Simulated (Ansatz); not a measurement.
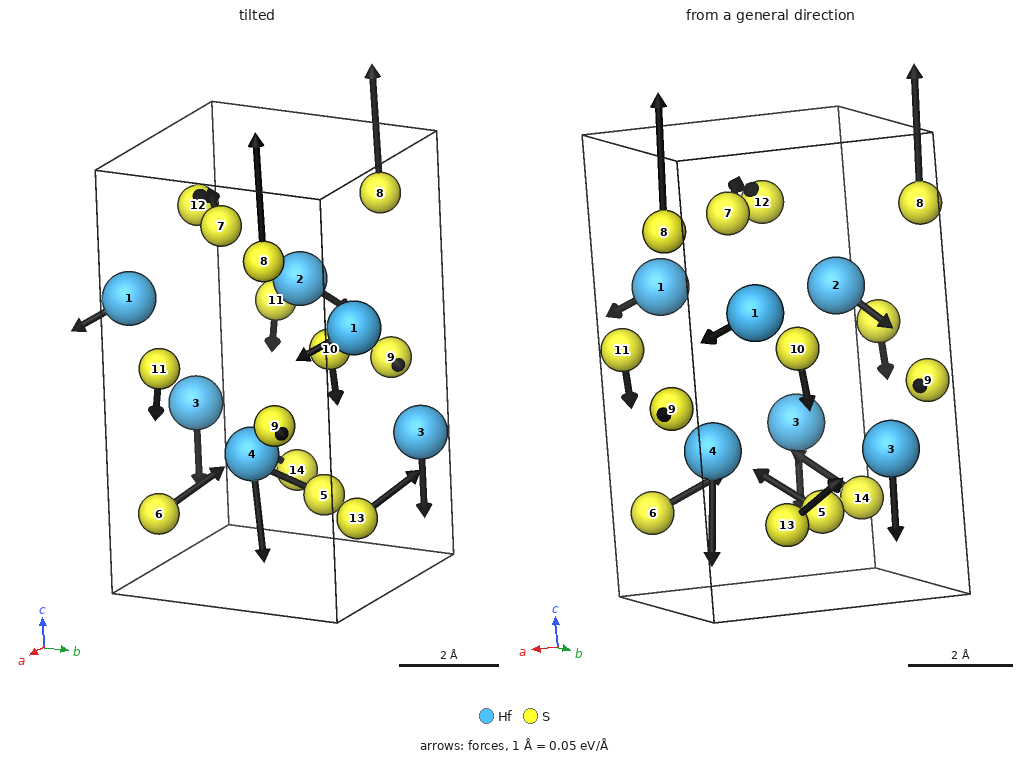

View slightly off an axis and from a general direction, drawn as a spheres-only model. The edges of the simulation cell are marked. The arrows are the computed forces on the atoms.

System: Hf2S5. Run with DFT r2SCAN, scalar-relativistic, plane waves, PAW (Ansatz) and these settings: a kinetic-energy cutoff of 500 eV, k-points on a 6×6×4 grid, Gaussian smearing of 0.1 eV, no spin polarisation.

**Do the forces show a relaxed structure?**

No. The atoms still feel forces of up to about 0.12 eV/Å, above a usual threshold of 0.01 to 0.03 eV/Å.

**Where does the largest force act?**

S8, about 0.12 eV/Å.

The cell started as a structure type filled with these elements by a generator (whether the compound takes this form wasn't checked). Earlier steps of the study may have refined or changed the cell and positions. It went into a calculation with Ansatz.
